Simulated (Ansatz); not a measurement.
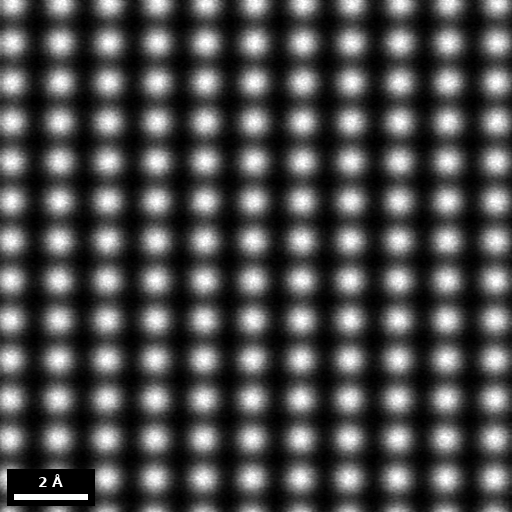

Dark-field STEM-like image of a crystal. The image is simulated as a sum over atoms of Z^1.7, blurred by a 0.63 Å probe (no channelling). Shot noise and a slight drift were added.

**Measure the repeat of the pattern.**

The pattern repeats on a rectangular net of 1.1 × 1.3 Å.

**What is the plane group of the image?**

p2mm: mirror lines in two perpendicular directions, with twofold points where they cross.

**How many columns does the smallest repeating cell hold, and how many levels of brightness?**

1 column in the primitive cell of 1.4 Å², all of one brightness.

The crystal is B (Pm-3m, No. 221) seen along [211]. Atomic positions: the geometry given to an electronic-structure calculation, possibly off equilibrium; the starting structure was generated, so it need not be a known form of this composition.
